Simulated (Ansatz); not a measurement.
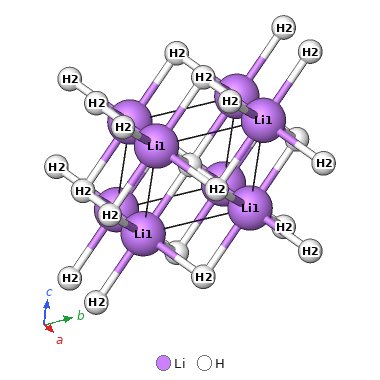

The system is LiH (Fm-3m, No. 225; 2 atoms in the cell); the picture shows the reference structure. The cell is strained homogeneously, by one strain along x and y and another along z, with fractional coordinates fixed (x, y and z along the cube axes). Coordinates scanned: (1) strain along x and y; (2) strain along z. The scan uses a 5 × 5 grid. All energies are given in meV/atom relative to the lowest grid point. The reference cell is the one listed in the database, not relaxed at this level. Level of theory: Ansatz 0.2.0, DFT LDA, scalar-relativistic, plane waves, PAW. Settings: cutoff 420 eV, k-mesh 10×10×10, gaussian smearing 0.05 eV, no spin polarisation.

Its coordinates:

```yaml
crystal:
  lattice:
    - [0.00000, 2.03250, 2.03250]
    - [2.03250, 0.00000, 2.03250]
    - [2.03250, 2.03250, 0.00000]
  atoms:
    - { symbol: Li, position: [0.00000, 0.00000, 0.00000] }
    - { symbol: H, position: [0.50000, 0.50000, 0.50000] }
```

Range: strain along x and y from −8 to 8 %; strain along z from −8 to 8 %.

### Predict the map.

The lowest grid point is at strain along x and y = −4 %, strain along z = −4 %. It is the only kind of minimum in the scanned range. The highest grid point, strain along x and y = 8 %, strain along z = 8 %, lies 98 meV/atom above the lowest. The gap on the k-mesh is 2.5 eV at the lowest point and runs from 0.9 to 2.8 eV over the map.

```csv
"strain along z ↓, strain along x and y →",−8,−4,0,4,8
8,32,25,37,63,98
4,21,12,23,47,80
0,13,3,12,35,66
−4,11,0,7,28,56
−8,18,5,11,29,55
```

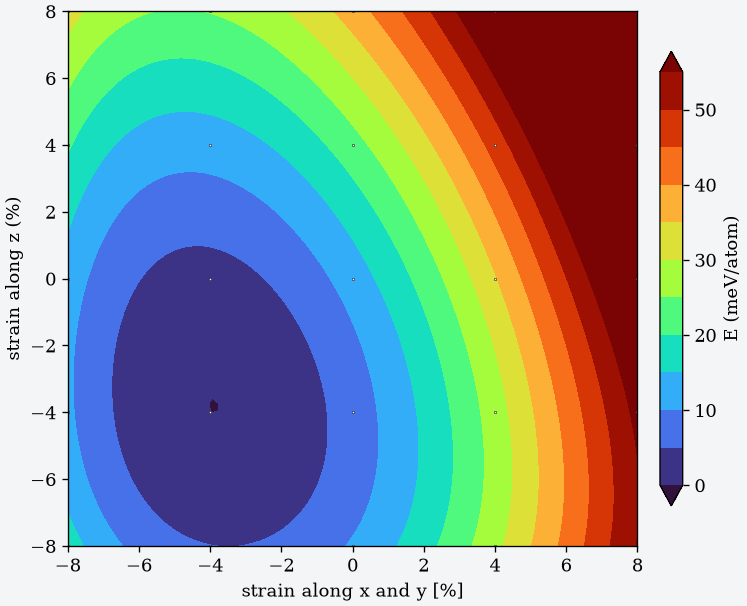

Drawn: filled contours, dots at the grid points, one colour for all values above the top of the scale. Between grid points the surface is interpolated.
